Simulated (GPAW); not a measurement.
# NbC (Niobocarbide): optical spectrum from first principles, part 2 of 2

Aim: the dielectric function of NbC (Niobocarbide), and the optical constants that follow from it.

GPAW 26.7.0; DFT, PBE, plane-wave PAW (GPAW data sets), scalar-relativistic, RPA, optical limit.

So far. Step 2 (Ground state): There are states at the Fermi level within the smearing, so the occupations stay smeared and the carriers get a Drude term.

## (4) Dielectric function, RPA

Local fields let the induced charge screen the field inside the cell, which as a rule lowers ε, most along directions where the density is uneven.

This step: DFT, PBE, plane-wave PAW (GPAW data sets), scalar-relativistic, RPA, optical limit (GPAW 26.7.0).

File df.py:

```python
from gpaw.response.df import DielectricFunction

df = DielectricFunction('full.gpw', frequencies={'type': 'nonlinear', 'domega0': 0.03, 'omega2': 8},
                        ecut=50,
                        eta=0.1,
                        nbands=23,
                        rate=0.1,
                        txt='df.txt')
for direction in ['x']:
    df.get_dielectric_function(xc='RPA', direction=direction, filename=f'df_{direction}.csv')
```

Run with:

```sh
> OMP_NUM_THREADS=1 python df.py
```

Numbers of over 12 decimals in the logs are rounded to 6 here.

The log of the run:

```text
Using integrator: PointIntegrator
NonLinearFrequencyDescriptor(from 0.000 to 89.005 eV, 530 points)
Nonperiodic BCs:  [False False False]
Using integrator: PointIntegrator
NonLinearFrequencyDescriptor(from 0.000 to 89.005 eV, 530 points)
Nonperiodic BCs:  [False False False]
Using integrator: PointIntegrator

Calculating chi0 body with:
    Ground state adapter containing:
    Number of spins: 1
    Number of kpoints: 13824
    Number of irreducible kpoints: 413
    Number of completely occupied states: 8
    Number of partially occupied states: 13

    Linear response parametrization:
    q_c: [0.0, 0.0, 0.0]
    Number of frequency points: 530
    Planewave cutoff: 50.0
    Number of bands: 23
    Number of planewaves: 15
    Broadening (eta): 0.1

Integrating chi0 body.

Symmetries of q_c:
    Direct symmetries (Uq -> q): 48
    Indirect symmetries (TUq -> q): 0
In total 48 allowed symmetries.

413 groups of equivalent kpoints. 97.012442% reduction.

Integral kind: spectral function

Calculating chi0 optical extensions with:
    Ground state adapter containing:
    Number of spins: 1
    Number of kpoints: 13824
    Number of irreducible kpoints: 413
    Number of completely occupied states: 8
    Number of partially occupied states: 13

    Linear response parametrization:
    Number of frequency points: 530
    Planewave cutoff: 50.0
    Number of bands: 23
    Number of planewaves: 15
    Broadening (eta): 0.1
Integrating chi0 head and wings.

Symmetries of q_c:
    Direct symmetries (Uq -> q): 48
    Indirect symmetries (TUq -> q): 0
In total 48 allowed symmetries.

413 groups of equivalent kpoints. 97.012442% reduction.

Integral kind: spectral function wings

Calculating drude chi0 with:
    Number of frequency points:530
    Plasma frequency decay rate: 0.1 eV

    Ground state adapter containing:
    Number of spins: 1
    Number of kpoints: 13824
    Number of irreducible kpoints: 413
    Number of completely occupied states: 8
    Number of partially occupied states: 13

Symmetries of q_c:
    Direct symmetries (Uq -> q): 48
    Indirect symmetries (TUq -> q): 0
In total 48 allowed symmetries.

413 groups of equivalent kpoints. 97.012442% reduction.

Integral kind: intraband
Plasma frequency:
[[6.63-0.j 0.  +0.j 0.  +0.j]
 [0.  +0.j 6.63-0.j 0.  +0.j]
 [0.  +0.j 0.  +0.j 6.63-0.j]]
```

The job ended after 19 s (1 thread of Arm Neoverse V2, shared host; peak memory 0.24 GiB).

Read-outs, printed or worked out from the files:

* main peak of the optical conductivity above 1 eV, first axis: 7.682 eV

Some rows of df_x.csv (energy; Re and Im without local fields; Re and Im with them):

```text
0.000000, 4420.049757, -0.000000, 4419.979217, -0.000000
0.555532, -110.384838, 69.293661, -110.454944, 69.283137
1.143969, -21.191861, 11.881476, -21.259130, 11.878051
1.768324, 0.226334, 9.498271, 0.169635, 9.489470
2.431988, 4.401140, 8.850988, 4.317083, 8.850231
3.138794, 9.589406, 10.167351, 9.515646, 10.091662
3.893091, 3.987650, 14.302468, 4.003028, 14.412621
4.699832, 1.188844, 12.619758, 1.046561, 12.737249
5.564682, 1.137644, 10.025745, 0.981780, 10.016976
6.494155, -2.231059, 9.079303, -2.365653, 8.994907
7.495775, 1.497094, 9.287054, 1.635382, 9.198174
8.578281, -2.906666, 4.348896, -3.045976, 4.464829
9.751884, -0.725110, 3.859492, -0.852993, 3.938523
11.028587, -1.083131, 3.342004, -1.488153, 3.424086
12.422601, -1.590481, 2.517200, -1.944202, 2.325147
13.950874, -1.633197, 2.348677, -1.507506, 1.948387
15.633783, -0.940902, 1.108603, -0.916682, 1.024492
17.496047, 0.091121, 1.465160, 0.122696, 1.276910
19.567954, -0.548131, 0.958338, -0.455706, 0.993203
```

The Im ε, E ∥ x has structure finer than the step of the table below, so its rows give means over 1 eV, whole bins alone (the curve runs from 0.305 to 19.9 eV). Peaks (eV: height): 3.6: 16.1, 4.4: 15.2, 7.7: 12.6.

Table of Im ε, E ∥ x by photon energy; means over each step:

| photon energy (eV) | Im ε, E ∥ x |
| --- | --- |
| 1 | 26.2 |
| 2 | 9.33 |
| 3 | 10.5 |
| 4 | 14.5 |
| 5 | 11.8 |
| 6 | 10.5 |
| 7 | 7.65 |
| 8 | 7.71 |
| 9 | 4.19 |
| 10 | 4.47 |
| 11 | 3.72 |
| 12 | 3.25 |
| 13 | 2.18 |
| 14 | 1.94 |
| 15 | 1.34 |
| 16 | 0.947 |
| 17 | 1.05 |
| 18 | 1.55 |
| 19 | 1.19 |

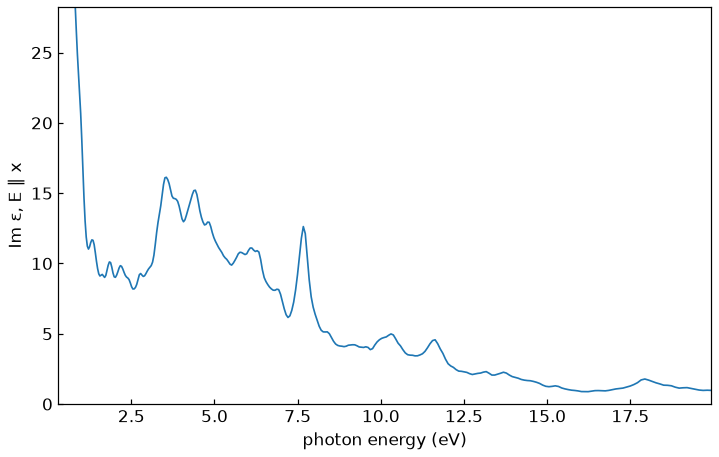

Im ε, E ∥ x against photon energy. Below 1 eV the curve runs off the scale.

Re ε, E ∥ x against photon energy:

| photon energy (eV) | Re ε, E ∥ x |
| --- | --- |
| 1 | -32.4 |
| 2 | 1.90 |
| 3 | 8.34 |
| 4 | 3.62 |
| 5 | -0.0168 |
| 6 | 0.285 |
| 7 | -2.05 |
| 8 | -4.90 |
| 9 | -1.78 |
| 10 | -0.900 |
| 11 | -1.53 |
| 12 | -2.66 |
| 13 | -1.39 |
| 14 | -1.49 |
| 15 | -1.16 |
| 16 | -0.671 |
| 17 | -0.0624 |
| 18 | -0.276 |
| 19 | -0.462 |

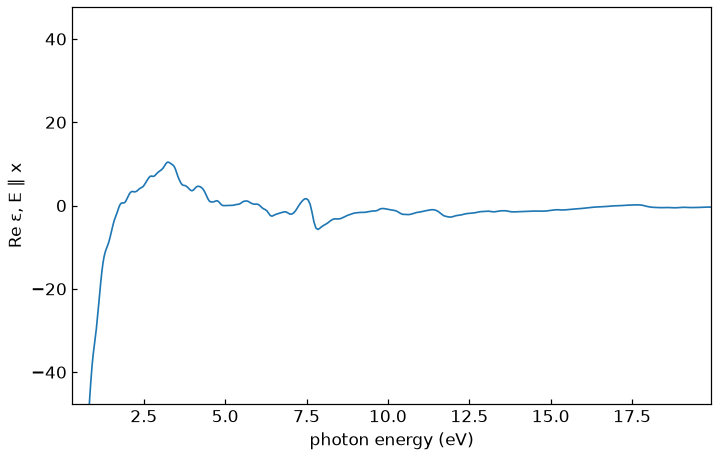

Re ε, E ∥ x against photon energy. Below 1 eV the curve runs off the scale.

The reflectivity at normal incidence, E ∥ x has structure finer than the step of the table below, so its rows give means over 1 eV, whole bins alone (the curve runs from 0.305 to 19.9 eV). Peaks (eV: height): 6.4: 48.2, 7.8: 57.7, 10.7: 43.7, 11.9: 50.8, 19.4: 30.1.

The reflectivity at normal incidence, E ∥ x by photon energy; means over each step:

| photon energy (eV) | reflectivity at normal incidence, E ∥ x (%) |
| --- | --- |
| 1 | 81.2 |
| 2 | 40.2 |
| 3 | 36.9 |
| 4 | 44.3 |
| 5 | 44.3 |
| 6 | 43.8 |
| 7 | 41.1 |
| 8 | 51.8 |
| 9 | 42.2 |
| 10 | 36.6 |
| 11 | 38.8 |
| 12 | 46.9 |
| 13 | 41.5 |
| 14 | 41.7 |
| 15 | 43.4 |
| 16 | 36.4 |
| 17 | 19.9 |
| 18 | 22.1 |
| 19 | 28.9 |

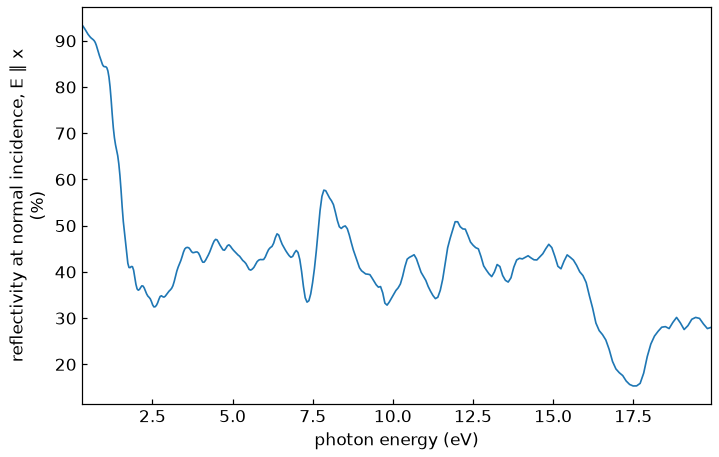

Reflectivity at normal incidence, E ∥ x, plotted against photon energy.

The loss function −Im 1/ε at q → 0, E ∥ x has structure finer than the step of the table below, so its rows give means over 2 eV, whole bins alone (the curve runs from 0.305 to 19.9 eV). Peaks (eV: height): 16.7: 1.02.

The loss function −Im 1/ε at q → 0, E ∥ x by energy loss; means over each step:

| energy loss (eV) | loss function −Im 1/ε at q → 0, E ∥ x |
| --- | --- |
| 2 | 0.0753 |
| 4 | 0.0636 |
| 6 | 0.0991 |
| 8 | 0.132 |
| 10 | 0.210 |
| 12 | 0.237 |
| 14 | 0.344 |
| 16 | 0.727 |
| 18 | 0.701 |

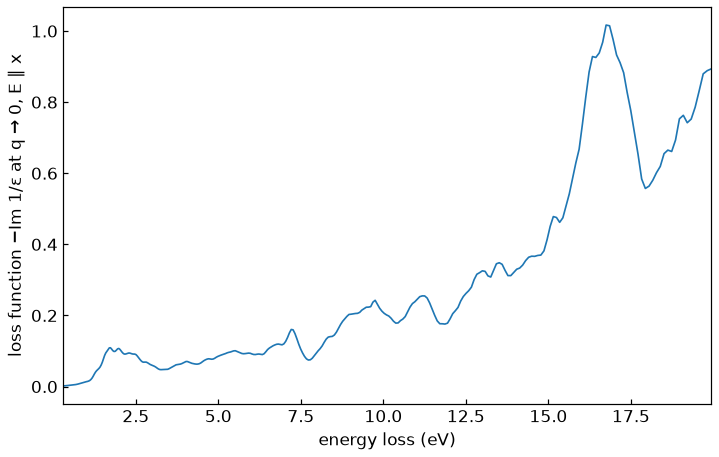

Loss function −Im 1/ε at q → 0, E ∥ x against energy loss.

The refractive index n and extinction k by photon energy:

| photon energy (eV) | n | k |
| --- | --- | --- |
| 1 | 1.64 | 5.92 |
| 2 | 2.36 | 1.91 |
| 3 | 3.24 | 1.47 |
| 4 | 2.96 | 2.27 |
| 5 | 2.42 | 2.42 |
| 6 | 2.36 | 2.30 |
| 7 | 1.72 | 2.23 |
| 8 | 1.29 | 2.56 |
| 9 | 1.17 | 1.78 |
| 10 | 1.38 | 1.68 |
| 11 | 1.06 | 1.63 |
| 12 | 0.811 | 1.82 |
| 13 | 0.780 | 1.41 |
| 14 | 0.685 | 1.40 |
| 15 | 0.520 | 1.20 |
| 16 | 0.475 | 0.946 |
| 17 | 0.699 | 0.743 |
| 18 | 0.860 | 1.01 |
| 19 | 0.618 | 0.919 |

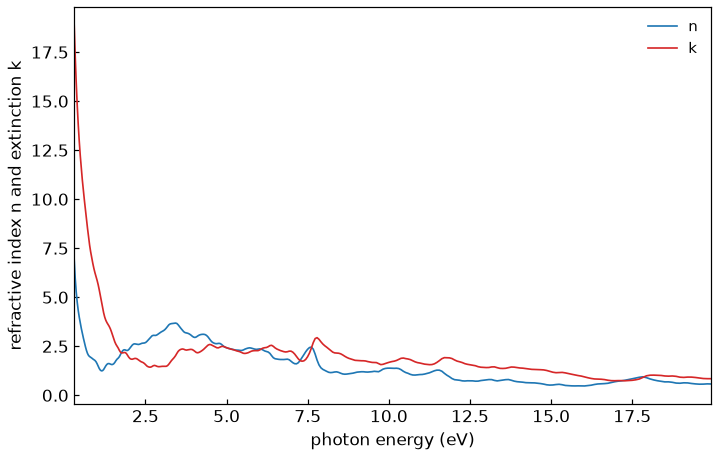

Refractive index n and extinction k, plotted against photon energy.

At chosen wavelengths:

| wavelength (nm) | n | k | R (%) | 1/α |
| --- | --- | --- | --- | --- |
| 1550 | 1.95 | 7.443 | 87.8 | 17 nm |
| 800 | 1.66 | 2.752 | 54.7 | 23 nm |
| 633 | 2.30 | 2.014 | 38.5 | 25 nm |
| 532 | 2.61 | 1.746 | 35.1 | 24 nm |
| 405 | 3.30 | 1.475 | 36.1 | 22 nm |
| 365 | 3.67 | 1.948 | 42.7 | 15 nm |
| 248 | 2.42 | 2.424 | 44.9 | 8.1 nm |

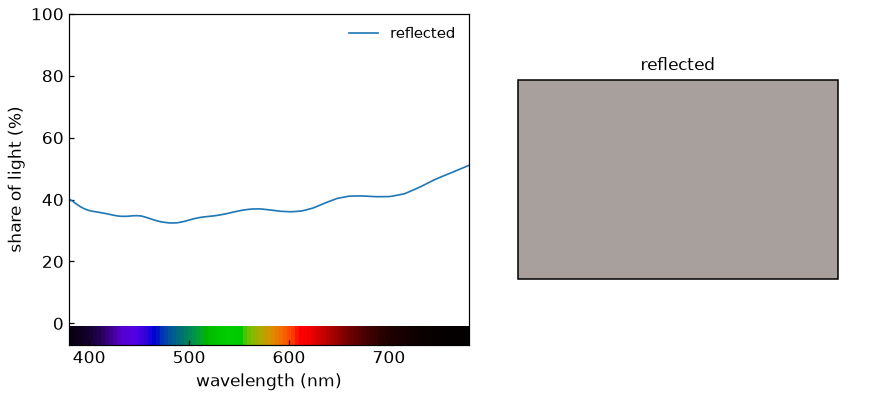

Light reflected across the visible range, with the colour that it makes of daylight (sRGB).

A polished face would reflect 36 % of daylight and look grey (CIE x = 0.322, y = 0.334 under D65).

## (5) Summary of results

* main peak of the optical conductivity above 1 eV, first axis: 7.68 eV

In words: At this level (PBE, RPA) NbC is a metal; it reflects 36 % at 550 nm. A polished face would reflect 36 % of daylight and look grey (CIE x = 0.322, y = 0.334 under D65). The carriers' damping of 0.1 eV is typed, not computed; it shapes the response at the lowest energies. The sum runs over mesh points, so small or evenly spaced maxima can still be ripples of the mesh. In this version of GPAW the matrix elements of the optical limit are incomplete, which can lower ε − 1 by up to a tenth where first-row anions or d states rule, and shift it by more in d metals. GPAW's carrier term has the form −ωp²/(ω + i·rate)², which damps like twice the rate and fails at low energy, so the curves leave the lowest energies out.

[Machine, clock and banner lines and Python warnings are left out of the logs.]

[Logs are printed without paths, hosts, clocks, repeated set-up lines and the standing remarks that a program may print on its own settings, such as how far it seeks lower states.]

[Hosts, paths, dates, database ids (printed as entryN), source tags and the programs' standing remarks are cut or masked in the printed files.]
